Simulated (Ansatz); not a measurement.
# MoS2: geometry relaxation (part 2 of 2)

MoS2 (R-3m, 3 atoms in the cell); DFT PBE+D3(BJ), scalar-relativistic, plane waves, PAW, no spin polarisation (Ansatz 0.2.0); cutoff 420 eV, 6×6×6 k-mesh, Gaussian smearing of 0.1 eV. The structure derives from an entry of the Crystallography Open Database.

Geometry of the input (Å; fractional positions):
```
1.5855  0.9154  6.1150
-1.5855  0.9154  6.1150
0.0000  -1.8308  6.1150
Mo 0.0000  0.0000  0.0000
S  0.7500  0.7500  0.7500
S  0.2500  0.2500  0.2500
```

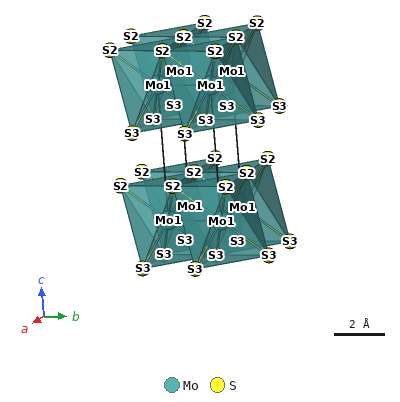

Figure 1. The geometry at step 2 of the log (polyhedral view of the reduced cell, seen slightly off an axis; polyhedra are completed across the faces of the cell; atoms are numbered from 1 in the order of the input).

Log, continued:
```
SCF iter   1: F=—  HF=-6763.290006 eV  |F-HF|=—  |Δ(HF+E_count)|=         —  Δρ=5.30e-3  dr2=1.60e-2  ethr=6.14e-5  ⟨swp⟩=1.0  Hψ=3455  notcnv=0
preconditioner: auto → Kerker (q_TF=auto, 2.436 Å⁻¹)  [metal: Δε(μ)=0.072 eV  Ē_g=8.011 eV  σ=0.100 eV  W_gap=0.37  n_scr=16 (ndim 8)  ℏωp=22.0 eV  f_vac=0.007  D(μ)=0.80/eV (n_scr^D=2)]
SCF iter   2: F=—  HF=-6763.287640 eV  |F-HF|=—  |Δ(HF+E_count)|=   2.37e-3  Δρ=3.01e-3  dr2=5.94e-3  ethr=6.14e-5  ⟨swp⟩=1.0  Hψ=544  notcnv=0
SCF iter   3: F=—  HF=-6763.286561 eV  |F-HF|=—  |Δ(HF+E_count)|=   1.08e-3  Δρ=6.11e-4  dr2=4.20e-4  ethr=2.28e-5  ⟨swp⟩=2.0  Hψ=745  notcnv=0
SCF iter   4: F=—  HF=-6763.286595 eV  |F-HF|=—  |Δ(HF+E_count)|=   3.32e-5  Δρ=1.72e-4  dr2=3.48e-5  ethr=1.61e-6  ⟨swp⟩=2.0  Hψ=749  notcnv=0
SCF iter   5: F=—  HF=-6763.286642 eV  |F-HF|=—  |Δ(HF+E_count)|=   4.72e-5  Δρ=4.54e-5  dr2=2.81e-6  ethr=1.34e-7  ⟨swp⟩=2.0  Hψ=763  notcnv=0
SCF iter   6: F=-6763.286644 eV  HF=-6763.286644 eV  |F-HF|=5.23e-8  |Δ(HF+E_count)|=   1.65e-6  Δρ=7.76e-6  dr2=3.04e-8  ethr=1.15e-9  ⟨swp⟩=4.0  Hψ=2547  notcnv=0
SCF 3 converged in 6 iterations: F = -6763.286644 eV  dr2 = 3.04e-8
relax step   3: F+E_penalty+E_count = -6763.28664363 eV  Δ(F+E_penalty+E_count) = -2.075e-2 eV  max|allowed force component| = 5.950e-2 eV/Å  Δτ_max = 0.0734 Å  P = -0.051 GPa  Ω = 51.292 Å³  energy of the carried Pulay correction = +2.433e-4 eV  (6 SCF iters, dr2 threshold 3.00e-7 eV, accepted)
Crystal: 3 atoms, lattice volume = 51.025 Å³
iter 1 solved again at ethr=1.80e-6 eV; its pass at ethr=3.10e-3 eV (dr2=4.68e-4 eV) is discarded
SCF iter   1: F=—  HF=-6763.287391 eV  |F-HF|=—  |Δ(HF+E_count)|=         —  Δρ=6.30e-4  dr2=4.57e-4  ethr=1.80e-6  ⟨swp⟩=2.0  Hψ=3108  notcnv=0
preconditioner: auto → Kerker (q_TF=auto, 2.438 Å⁻¹)  [metal: Δε(μ)=0.027 eV  Ē_g=8.020 eV  σ=0.100 eV  W_gap=0.15  n_scr=16 (ndim 8)  ℏωp=22.1 eV  f_vac=0.003  D(μ)=0.86/eV (n_scr^D=2)]
SCF iter   2: F=—  HF=-6763.287346 eV  |F-HF|=—  |Δ(HF+E_count)|=   4.54e-5  Δρ=3.38e-4  dr2=1.50e-4  ethr=1.76e-6  ⟨swp⟩=1.0  Hψ=544  notcnv=0
SCF iter   3: F=—  HF=-6763.287357 eV  |F-HF|=—  |Δ(HF+E_count)|=   1.14e-5  Δρ=6.54e-5  dr2=9.07e-6  ethr=5.79e-7  ⟨swp⟩=2.0  Hψ=699  notcnv=0
SCF iter   4: F=—  HF=-6763.287356 eV  |F-HF|=—  |Δ(HF+E_count)|=   1.34e-6  Δρ=2.64e-5  dr2=3.55e-7  ethr=3.49e-8  ⟨swp⟩=2.1  Hψ=757  notcnv=0
iter 5 did not close the SCF: its close was put off for the readings that it lacked (scf_convergence_deferred on its scf_iter line)
SCF iter   5: F=-6763.287356 eV  HF=-6763.287356 eV  |F-HF|=1.46e-8  |Δ(HF+E_count)|=   1.74e-7  Δρ=5.04e-6  dr2=2.77e-8  ethr=1.37e-9  ⟨swp⟩=2.0  Hψ=783  notcnv=0
SCF iter   6: F=-6763.287356 eV  HF=-6763.287356 eV  |F-HF|=1.03e-9  |Δ(HF+E_count)|=   2.67e-8  Δρ=1.14e-6  dr2=9.09e-10  ethr=1.07e-10  ⟨swp⟩=2.0  Hψ=1903  notcnv=0
SCF 4 converged in 6 iterations: F = -6763.287356 eV  dr2 = 9.09e-10
relax step   4: F+E_penalty+E_count = -6763.28735618 eV  Δ(F+E_penalty+E_count) = -7.126e-4 eV  max|allowed force component| = 6.606e-3 eV/Å  Δτ_max = 0.0080 Å  P = -0.048 GPa  Ω = 51.025 Å³  energy of the carried Pulay correction = +2.771e-4 eV  (6 SCF iters, dr2 threshold 2.21e-7 eV, accepted)
Initial wavefunctions: pseudopotential atomic-orbital guess (no wavefunctions were taken with the density)
iter 1 solved again at ethr=1.84e-7 eV; its pass at ethr=3.10e-3 eV (dr2=4.79e-5 eV) is discarded
SCF iter   1: F=—  HF=-6763.287061 eV  |F-HF|=—  |Δ(HF+E_count)|=         —  Δρ=5.86e-5  dr2=2.46e-7  ethr=1.84e-7  ⟨swp⟩=3.2  Hψ=4389  notcnv=0
preconditioner: auto → Kerker (q_TF=auto, 2.438 Å⁻¹)  [metal: Δε(μ)=0.026 eV  Ē_g=8.022 eV  σ=0.100 eV  W_gap=0.14  n_scr=16 (ndim 8)  ℏωp=22.1 eV  f_vac=0.003  D(μ)=0.85/eV (n_scr^D=2)]
SCF iter   2: F=—  HF=-6763.287096 eV  |F-HF|=—  |Δ(HF+E_count)|=   3.45e-5  Δρ=3.08e-5  dr2=6.47e-8  ethr=9.45e-10  ⟨swp⟩=2.3  Hψ=919  notcnv=0
iter 3 did not close the SCF: its close was put off for the readings that it lacked (scf_convergence_deferred on its scf_iter line)
SCF iter   3: F=-6763.287096 eV  HF=-6763.287096 eV  |F-HF|=2.29e-10  |Δ(HF+E_count)|=   5.49e-8  Δρ=1.43e-6  dr2=3.62e-10  ethr=2.49e-10  ⟨swp⟩=2.7  Hψ=923  notcnv=0
iter 4 did not close the SCF: its close was put off for the readings that it lacked (scf_convergence_deferred on its scf_iter line)
SCF iter   4: F=-6763.287096 eV  HF=-6763.287096 eV  |F-HF|=1.36e-11  |Δ(HF+E_count)|=  2.73e-10  Δρ=3.39e-7  dr2=5.10e-11  ethr=1.39e-12  ⟨swp⟩=2.2  Hψ=805  notcnv=0
iter 5 did not close the SCF: its close was put off for the readings that it lacked (scf_convergence_deferred on its scf_iter line)
SCF iter   5: F=-6763.287096 eV  HF=-6763.287096 eV  |F-HF|=5.46e-12  |Δ(HF+E_count)|=  2.55e-11  Δρ=1.02e-7  dr2=6.62e-12  ethr=1.00e-12  ⟨swp⟩=1.0  Hψ=544  notcnv=0
iter 6 did not close the SCF: its close was put off for the readings that it lacked (scf_convergence_deferred on its scf_iter line)
SCF iter   6: F=-6763.287096 eV  HF=-6763.287096 eV  |F-HF|=0.00e0  |Δ(HF+E_count)|=  7.28e-12  Δρ=2.27e-8  dr2=3.62e-13  ethr=1.00e-12  ⟨swp⟩=1.0  Hψ=544  notcnv=0
SCF iter   7: F=-6763.287096 eV  HF=-6763.287096 eV  |F-HF|=3.64e-12  |Δ(HF+E_count)|=  1.82e-12  Δρ=6.38e-9  dr2=2.36e-14  ethr=1.00e-12  ⟨swp⟩=1.0  Hψ=1216  notcnv=0
SCF 5 converged in 7 iterations: F = -6763.287096 eV  dr2 = 2.36e-14
relax step   5: F+E_penalty+E_count = -6763.28709585 eV  Δ(F+E_penalty+E_count) = +2.603e-4 eV  max|allowed force component| = 6.699e-3 eV/Å  Δτ_max = 0.0000 Å  P = -0.048 GPa  Ω = 51.025 Å³  stress off target by 1.13e-1 GPa  SCF on the basis re-selected at this cell (its energy is not comparable with the rows above)  (7 SCF iters)
basis re-selected at this cell: Δ(F+E_penalty+E_count) = +2.603e-4 eV, ΔP = -0.000 GPa vs the last step (what re-selecting the basis moved, of the pressure what is left beyond the Pulay correction that the steps carried, after the strain that the cell walked since its last selection, with what the two solves' SCF thresholds leave and, on support functions, any second-order correction that the steps lacked; it is no measure of the basis error at this ecutwfc). This SCF's stress stands 1.13e-1 GPa from its target on what of the cell is left free (relax.cell.stress_tol is 5.00e-1 GPa) and its largest allowed force component is 6.70e-3 eV/Å (relax.f_tol is 5.00e-2 eV/Å): within both
SCF converged after 7 iterations
Free energy (F): -6763.287096 eV
Harris-Foulkes:  -6763.287096 eV  (|F-HF|=3.64e-12)
Internal energy: -6763.282857 eV  (E = F + TS)
E sigma→0 (E₀):  -6763.284976 eV
Entropy (-TS):   -0.004239 eV (-1.413 meV/atom)
Fermi energy:    11.781549 eV
--- Per-component energies (eV) ---
  E_band       = -134.832763
  E_kinetic    = 656.562972
  E_local      = -1785.353434  (includes V_loc(G=0)·N_el)
  E_nonlocal   = 199.587276
  E_hartree    = 676.483590
  E_xc         = -378.559545
  E_vxc        = -405.128125  (∫ρ·V_xc dr)
  E_paw        = -4401.619941  (= ΣΔE_a)
  E_vpaw       = -153.468676  (= ΣTr[D̂ρ^β])
  E_aug_tail   = 0.000043  (compensation charges beyond the density's cutoff)
  E_ewald      = -1729.044173
  E_disp       = -1.339645  (pairwise vdW)
  E_smearing   = -0.004239  (= −TS)
  E_closure    = -0.000000  (closes the sum)
  Σ components = -6763.287096   (vs F -6763.287096, Δ=0.00e0)
--- Forces (eV/Å), atoms counted from 1 ---
  atom   1  Mo    -0.00000000     0.00000000     0.00000000
  atom   2  S     -0.00000000     0.00000000     0.00669940
  atom   3  S      0.00000000    -0.00000000    -0.00669940
  max |Σ_I F_I| component: 1.73e-18 eV/Å
--- Stress (GPa, compression-positive) ---
       -0.113105       0.000000       0.000000
        0.000000      -0.113105      -0.000000
        0.000000      -0.000000       0.082084
  P = ⅓ Tr σ = -0.0480 GPa (-0.480 kbar)
--- Band table (eV; the first three rows and the last of 32) ---
  k-point 0: bands = ["-49.8326", "-23.9174", "-23.7752", "-23.7752", "-3.3321", "-1.6181", "4.6883", "8.1259", "8.1259", "10.3570", "10.4425", "11.0433", "11.0433", "11.9007", "11.9007", "15.0504", "15.0504"]
  k-point 1: bands = ["-49.8215", "-23.8966", "-23.8814", "-23.7996", "-2.8856", "-1.5153", "5.2548", "7.3237", "8.2974", "9.1177", "10.2239", "10.2328", "10.6492", "12.1047", "12.6939", "14.5589", "14.8681"]
  k-point 2: bands = ["-49.7995", "-24.0899", "-23.8536", "-23.8479", "-1.9067", "-1.1431", "5.8956", "6.3168", "7.2960", "8.0830", "8.9950", "10.0466", "10.2887", "13.0074", "13.1005", "14.9192", "15.4234"]
  k-point 31: bands = ["-49.8326", "-23.9176", "-23.7752", "-23.7752", "-2.8656", "-2.3173", "6.0885", "7.6356", "8.1593", "8.1593", "11.0650", "11.0650", "11.7072", "11.7072", "11.7821", "15.2477", "15.2477"]
--- Relaxed structure (4 steps of the walk, 4 accepted, 1 SCFs on fresh bases) ---
  F+E_penalty+E_count = -6763.28709585 eV   max|allowed force component| = 6.699e-3 eV/Å   (the final SCF, on the basis selected at the relaxed cell)
  cell:  # Å, volume = 51.0255 Å³
    - [1.570987626556892, 0.9070101290861919, 5.968306143888007]
    - [-1.570987626556892, 0.9070101290861919, 5.968306143888007]
    - [-3.988217142655007e-33, -1.8140202581723852, 5.968306143888007]
  atoms:
    - { symbol: Mo, position: [-3.15203684196749e-20, -3.152036841967501e-20, -3.152036841967473e-20] }
    - { symbol: S, position: [0.7558003511235688, 0.7558003511235688, 0.755800351123569] }
    - { symbol: S, position: [0.24419964887643106, 0.24419964887643106, 0.24419964887643109] }
```

Trajectory as extended XYZ (Å, eV, eV/Å), 5 frames, from step=1 to step=5:
```
3
Lattice="1.5855 0.9154 6.1150 -1.5855 0.9154 6.1150 0.0000 -1.8308 6.1150" Properties=species:S:1:pos:R:3:forces:R:3 step=1 energy=-6763.21918 pressure_GPa=4.00
Mo    0.0000    0.0000    0.0000    0.0000   0.0000   0.0000
S     0.0000    0.0000   13.7587    0.0000   0.0000   0.9496
S     0.0000    0.0000    4.5862    0.0000   0.0000  -0.9496
3
Lattice="1.5581 0.8996 5.8220 -1.5581 0.8996 5.8220 0.0000 -1.7992 5.8220" Properties=species:S:1:pos:R:3:forces:R:3 step=2 energy=-6763.26590 pressure_GPa=0.61
Mo    0.0000    0.0000    0.0000    0.0000   0.0000   0.0000
S     0.0000    0.0000   13.2631    0.0000   0.0000  -0.3362
S     0.0000    0.0000    4.2028    0.0000   0.0000   0.3362
3
Lattice="1.5742 0.9089 5.9749 -1.5742 0.9089 5.9749 0.0000 -1.8177 5.9749" Properties=species:S:1:pos:R:3:forces:R:3 step=3 energy=-6763.28664 pressure_GPa=-0.05
Mo    0.0000    0.0000    0.0000    0.0000   0.0000   0.0000
S     0.0000    0.0000   13.5397    0.0000   0.0000   0.0595
S     0.0000    0.0000    4.3850    0.0000   0.0000  -0.0595
3
Lattice="1.5710 0.9070 5.9683 -1.5710 0.9070 5.9683 0.0000 -1.8140 5.9683" Properties=species:S:1:pos:R:3:forces:R:3 step=4 energy=-6763.28736 pressure_GPa=-0.05
Mo    0.0000    0.0000    0.0000    0.0000   0.0000   0.0000
S     0.0000    0.0000   13.5325    0.0000   0.0000   0.0066
S     0.0000    0.0000    4.3724    0.0000   0.0000  -0.0066
3
Lattice="1.5710 0.9070 5.9683 -1.5710 0.9070 5.9683 0.0000 -1.8140 5.9683" Properties=species:S:1:pos:R:3:forces:R:3 step=5 energy=-6763.28710 pressure_GPa=-0.05
Mo    0.0000    0.0000    0.0000    0.0000   0.0000   0.0000
S     0.0000    0.0000   13.5325    0.0000   0.0000   0.0067
S     0.0000    0.0000    4.3724    0.0000   0.0000  -0.0067
```

Results in brief:

```csv
quantity,value
outcome,converged
space group (tolerance 0.01 Å),R-3m (166)
electrons treated,26
free energy,−6763.2871 eV
Fermi energy,11.782 eV
gap on the k-point mesh,none (metallic)
pressure,−0.05 GPa
final volume,51.03 Å³
largest force (length of the vector) at the end,0.007 eV/Å
final cell,"a = 6.238 Å, b = 6.238 Å, c = 6.238 Å, α = 29.17°, β = 29.17°, γ = 29.17°"
hardware,"1 thread of AMD EPYC (Zen 5), 32 GiB of memory available, shared host"
wall time,3.4 s
peak memory,0.41 GiB
```
